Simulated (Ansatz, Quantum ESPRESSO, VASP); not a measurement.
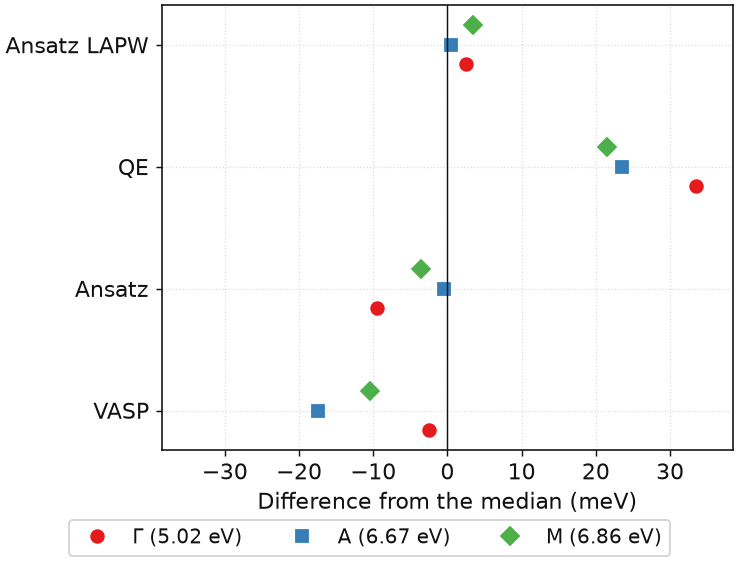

Lowest conduction level at each named k point, counted from the valence-band top at Γ, for rutile-type SiO$_{2}$, space group P4_2/mnm (No. 136), 6 atoms in the cell; a = 4.233 Å, c = 2.693 Å (tetragonal axes). Four runs by three programs used LDA (no spin polarisation, no spin-orbit coupling) on the same cell and 6×6×10 k mesh. The plot shows each result less the median of the plane-wave and all-electron runs, which the legend gives. The cell is at −14 GPa in Ansatz.

Q: What spread should one expect between these programs?

A: The plane-wave and all-electron programs (Ansatz, VASP, Quantum ESPRESSO and Ansatz LAPW) agree within 44 meV at these points.

| program | kind | valence electrons | Γ (eV) | A (eV) | M (eV) |
| --- | --- | --- | --- | --- | --- |
| VASP | plane waves | 32 | 5.014 | 6.653 | 6.848 |
| Ansatz | plane waves | 32 | 5.007 | 6.670 | 6.855 |
| Quantum ESPRESSO | plane waves | 32 | 5.050 | 6.694 | 6.880 |
| Ansatz LAPW | all-electron | – | 5.019 | 6.671 | 6.862 |

Settings. VASP PAW LDA potentials, release 64 (Si, O), 520 eV cutoff, Gaussian smearing of 0.02 eV (VASP). Ansatz PAW, 420 eV cutoff, Fermi-Dirac smearing of 0.05 eV (Ansatz 0.2.0). GBRV 1.5 LDA, 612 eV cutoff, Fermi-Dirac smearing of 0.05 eV (Quantum ESPRESSO 7.5). all-electron LAPW, Fermi-Dirac smearing of 0.05 eV (Ansatz 0.2.0).

LDA, GGA and most meta-GGA functionals understate gaps. The usual form of SiO2 is α-quartz. Ansatz: the PAW data sets were made with another functional.
